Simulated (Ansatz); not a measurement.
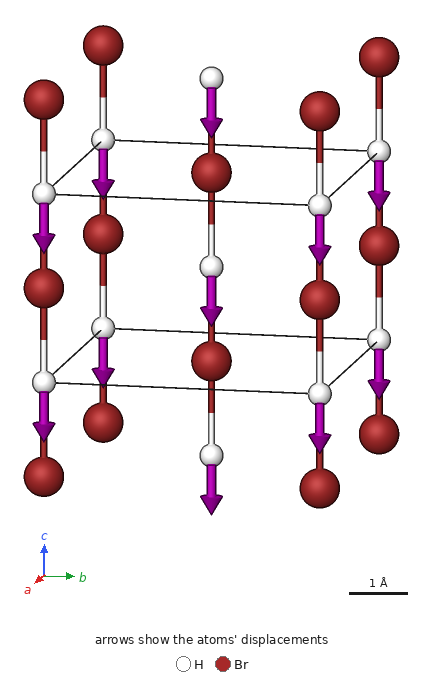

The lowest optical mode of solid HBr, space group I4/mmm (No. 139), at the zone centre. The purple arrows give the relative displacements of the atoms. A ball-and-stick model of the conventional cell (2 times the calculation's cell), seen slightly off an axis. Lengths and directions refer to the drawn axes.

Method: Ansatz 0.2.0, DFT LDA, scalar-relativistic, plane waves, PAW.

Input
```yaml
crystal:
  lattice:
    - [0.0, 3.4587104449, 3.4587288748]
    - [1.6660189087, 0.0, 3.4587288748]
    - [1.6660189087, 3.4587104449, 0.0]
  atoms:
    - { symbol: H, position: [0.0, 0.0, 0.0] }
    - { symbol: Br, position: [0.5, 0.5, 0.5] }
basis:
  ecutwfc: 420
kpoints:
  mp_grid: { grid: [10, 10, 10] }
hamiltonian:
  xc: lda
scf:
  occupations: { method: fixed }
output:
  eigenvalues: true
phonons:
  method: dfpt
  dielectric: true
  rigid_motions: translations
  eigenvectors: true
```

Run as
```bash
ansatz run input.yaml --threads 1 --pin off --max-ram 3072MiB --backend cpu --events-out ev --progress --plain --runs-dir out
```

Frequencies are those without the non-analytic (LO–TO) term.

Is the structure stable against all modes at this point?

No. This is the A₂u mode at 1970i cm⁻¹, the lowest optical level, infrared-active by symmetry. The Br atoms hardly move; the H sublattice moves as a whole against them, along c; of the bonds it mainly stretches Br–H, some lengthening while others shorten; the kinetic energy is shared as H 99 %, Br 1 %. The frequency is imaginary, so the structure is unstable against this distortion. Freezing in the drawn pattern lowers the space group from I4/mmm to I4mm (No. 107). Its infrared intensity is 1700 (D/Å)²/amu. In all, 2 levels are unstable: A₂u 1970i cm⁻¹, E_u 960i cm⁻¹.
